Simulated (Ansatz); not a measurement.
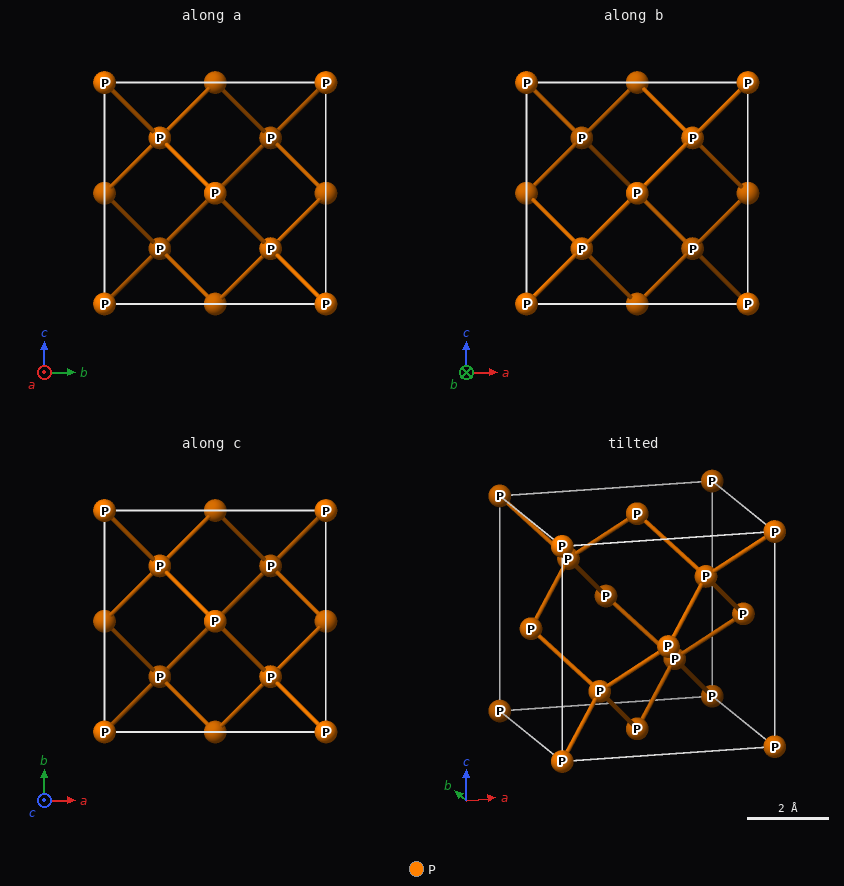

Ball-and-stick model, viewed along the a axis, along the b axis, along the c axis and slightly off an axis. One conventional unit cell is framed, with atoms on its boundary repeated.

Lattice parameters: a = 5.478 Å, b = 5.478 Å, c = 5.478 Å, α = 90.00°, β = 90.00°, γ = 90.00°.

### Reconstruct the structure as a table of Wyckoff sites.

Space group Fd-3m:1 (No. 227).
```
atom  site       x       y       z
   P    8a  0.2500  0.7500  0.7500
```

Its origin is a structure type filled with this element by a generator (whether the element takes this form wasn't checked). Earlier steps of the study may have refined or changed the cell and positions. Ansatz was used for an electronic-structure calculation on it.
